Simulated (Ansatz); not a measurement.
Input

```
crystal:
  lattice:
    - [-1.59121869, 1.59121869, 1.59121869]
    - [1.59121869, -1.59121869, 1.59121869]
    - [1.59121869, 1.59121869, -1.59121869]
  atoms:
    - { symbol: Al, position: [0.0, 0.0, 0.0] }
basis:
  ecutwfc: 500
  fft_grid_basis: typed
kpoints:
  mp_grid: { grid: [14, 14, 14] }
hamiltonian:
  xc: pbe
  pseudopotentials: { kind: paw }
scf:
  occupations: { method: gaussian, width: 0.05 }
output:
  forces: true
  stress: true
  eigenvalues: true
  bader: true
  write_density: true
  volumetric_format: npy
  elf: true
```

Launched as:

```sh
ansatz run input.yaml --threads 2 --pin off --max-ram 4096MiB --backend cpu --events-out ev --progress --plain --runs-dir out
```

The picture shows the conventional cell (a = 3.18 Å, b = 3.18 Å, c = 3.18 Å, α = 90.00°, β = 90.00°, γ = 90.00°).

Space group Im-3m; the calculation finds a residual pressure of about 4 GPa at this fixed cell. This isn't the usual form at ambient conditions. The cell comes from a database of computed structures, not from a measurement.

The calculation used DFT PBE, scalar-relativistic, plane waves, PAW in Ansatz.

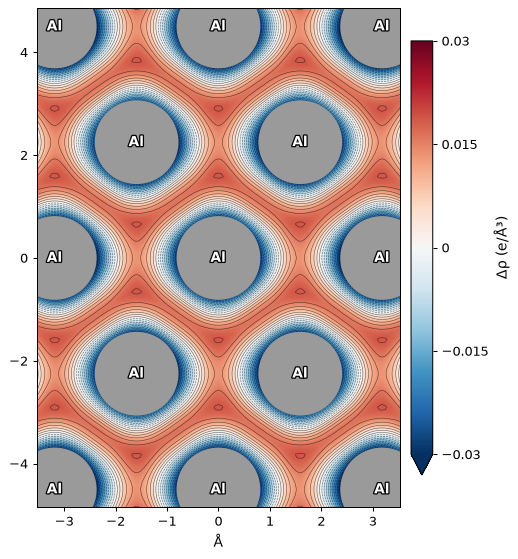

Al. Density of the crystal less the sum of free-atom densities: a map on the (011) plane of the conventional cell, with grey discs over the atomic cores. Cores are masked to 0.8 Å (Al).

In a PAW calculation such maps are meaningful between the atoms, not at the nuclei.

Describe the bonding charge.

Answer. Al–Al (2.76 Å): Δρ is +0.016 e/Å³ at the midpoint.
Over the whole cell, outside the masked cores, the largest gain, 0.02 e/Å³, lies 1.8 Å from an aluminium nucleus, and the largest loss lies at the edge of the masked core of Al.
In all about 0.13 e an atom is rearranged against the free atoms.

The run took 8.5 s on 2 threads of Arm Neoverse N1, on a shared host, peak memory 0.26 GiB.
